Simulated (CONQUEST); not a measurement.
# A series of single points on TiO2

System: TiO2 (12 atoms in the cell).
Method: Kohn-Sham DFT of a periodic cell, LDA, PseudoDojo NC LDA, no spin polarisation (CONQUEST 1.3).

The 7 runs differ only in the geometry, by an even scaling of the cell at fixed fractional positions. The structure derives from an entry of the Crystallography Open Database.

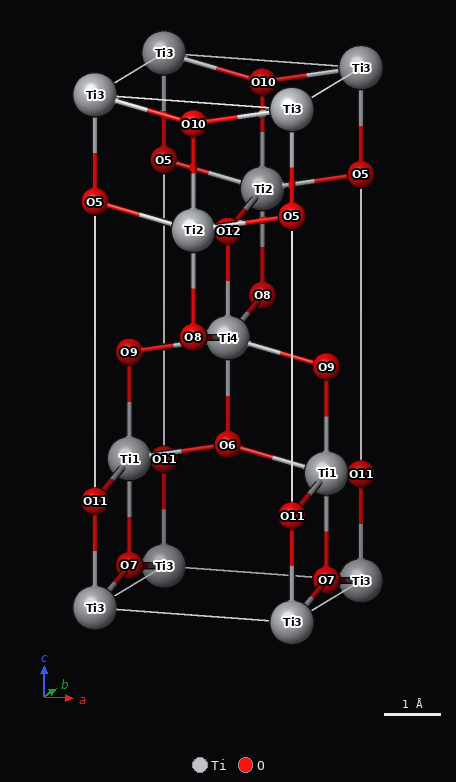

Figure 1. The structure of run 4 (ball-and-stick view of the cell of the calculation, seen slightly off an axis; atoms are numbered from 1 in the order of the input).

**Input of run 4**
```
IO.Title TiO2
IO.Coordinates coords.dat
IO.FractionalAtomicCoords T
IO.Iprint 2
IO.Iprint_init 1
General.NumberOfSpecies 2
General.PseudopotentialType hamann
AtomMove.TypeOfRun static
AtomMove.FullStress T
Grid.PointsAlongX 40
Grid.PointsAlongY 40
Grid.PointsAlongZ 100
DM.SolutionMethod diagon
Diag.MPMesh T
Diag.GammaCentred T
Diag.MPMeshX 5
Diag.MPMeshY 5
Diag.MPMeshZ 2
Diag.kT 0.00183747
minE.SCTolerance 1e-6
SC.MaxIters 100
IO.AtomChargeOutput T
%block ChemicalSpeciesLabel
1 47.880 Ti
2 16.000 O
%endblock
```

Command:
```bash
Conquest
```

Lattice vectors (Å) and fractional positions of run 4:
```
   3.784200    0.000000    0.000000
   0.000000    3.784200    0.000000
   0.000000    0.000000    9.514600
Ti  0.000000  0.500000  0.250000
Ti  0.500000  0.000000  0.750000
Ti  0.000000  0.000000  0.000000
Ti  0.500000  0.500000  0.500000
O   0.000000  0.000000  0.791900
O   0.500000  0.500000  0.291900
O   0.000000  0.500000  0.041900
O   0.500000  0.000000  0.541900
O   0.000000  0.500000  0.458100
O   0.500000  0.000000  0.958100
O   0.000000  0.000000  0.208100
O   0.500000  0.500000  0.708100
```

Run 3 has the same physical settings and fractional positions; its lattice vectors (Å) are:
```
   3.758802    0.000000    0.000000
   0.000000    3.758802    0.000000
   0.000000    0.000000    9.450742
```

**Results, with one run withheld**

```tsv
run	volume per atom (Å³)	free energy per atom, from the lowest run given (meV)	pressure (GPa)	gap on the mesh (eV)
1	10.673	14.13	11.63	2.03
2	10.900	1.76	5.76	1.99
3	11.127	?	?	?
4	11.354	0.00	−3.94	1.90
5	11.581	8.36	−7.63	1.86
6	11.808	22.31	−11.90	1.82
7	12.035	41.48	−15.10	1.78
```

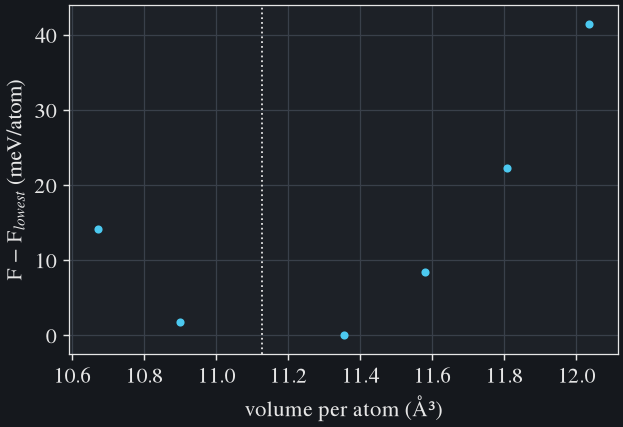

Figure 2. Free energy per atom of the runs given; the dotted line marks run 3.

What should run 3 give?

A cubic polynomial in V^(−2/3) (the Birch–Murnaghan form), fitted to the 6 runs given, misses them by at most 0.17 meV per atom. With x = V^(−2/3) − 0.19771 Å⁻², it reads F = 0.37559 − 2346.1 x + 4.5422e+05 x² + 6.3037e+05 x³ (meV per atom). At run 3 it gives −2.58 meV per atom, and the run itself gives −2.48. The slope of the fit gives a pressure −dF/dV of 0.64 GPa there, and the run prints 0.49 GPa. The two needn't agree exactly: the fit is approximate, and the printed stress is taken on a finite basis. The fit has its minimum at 11.157 Å³ per atom, where V d²F/dV² gives 235 GPa. Cell shape and fractional positions are held, so this is the stiffness under even scaling; the relaxed bulk modulus wasn't computed. The gap on the mesh goes, without turning, from 2.03 eV in run 1 to 1.78 eV in run 7; run 3 has 1.94 eV. These are gaps of this functional on this mesh, which can miss the band edges; they aren't the measured gap.

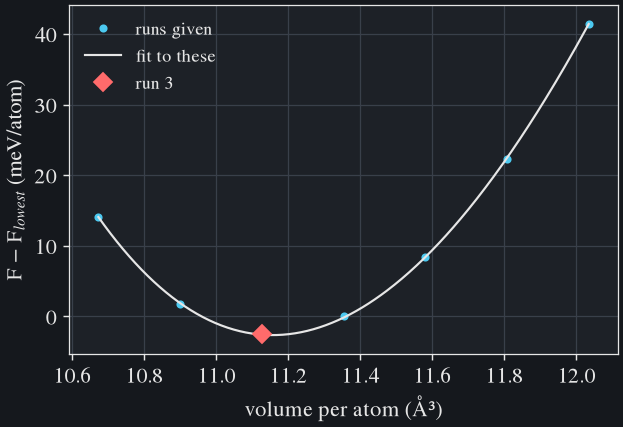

Figure 3. The fit and the withheld run.

**Some lines of the output (run 3)**
```
[...]
      Using Fermi-Dirac smearing
          DFT Total Energy                 :      -368.692958100906083 Ha
          Free Energy (E-TS)               :      -370.740377489203411 Ha
          DFT Total Energy                 :      -364.452276233861994 Ha
          DFT Total Energy                 :      -369.862992341691950 Ha
          DFT Total Energy                 :      -370.034511542660539 Ha
          DFT Total Energy                 :      -370.075442777830517 Ha
          DFT Total Energy                 :      -370.079138571233216 Ha
          DFT Total Energy                 :      -370.079340325275950 Ha
          DFT Total Energy                 :      -370.079360146429508 Ha
          DFT Total Energy                 :      -370.079360161650641 Ha
      |* DFT total energy        =      -370.079360161650641 Ha
    force: Average pressure:      0.49335645 GPa
```

Notes: With a small basis of atomic orbitals these values can differ much from converged plane-wave results.
